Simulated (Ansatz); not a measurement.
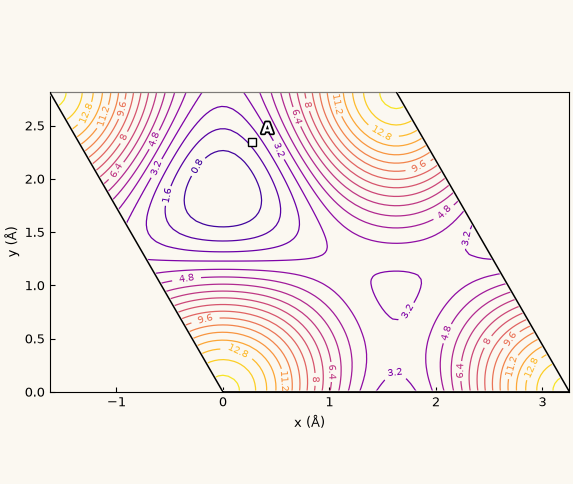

A bilayer of two P sheets of the honeycomb type (4 atoms in the cell). 
- The upper layer of a bilayer is slid over the lower one; relaxed at each slide: nothing; the origin of the map has P4 above P1; the distance between the facing planes is held at 3.31 Å.
- Places are given modulo a cell vector. The map is drawn in real space over the plane of the slide.
- Grid: 6 × 6 points; 10 points were computed and 26 follow by symmetry.
- Energies: meV/Å², counted from the lowest grid point.
- At a held distance the lowest stacking need not be the one that binds best once the distance relaxes.
- The calculation used DFT PBE+D3(BJ), scalar-relativistic, plane waves, PAW (Ansatz 0.2.0). Settings: cutoff 420 eV, k-mesh 9×9×1, gaussian smearing 0.05 eV, no spin polarisation.

In the figure: contour lines labelled in meV/Å², the outline of one cell of the plane, the point A. Between grid points the surface is interpolated.

Q: Is A at rest? If not, where is it pushed?

A: A, at (3/6, 5/6) of the cell vectors, is not a stationary point. The computed force is 0.06 eV/Å in the plane, pointing down and left in the picture (components −0.046 and −0.038 eV/Å, for the cell of 9.17 Å², or 6.5 meV/Å² for each Å).
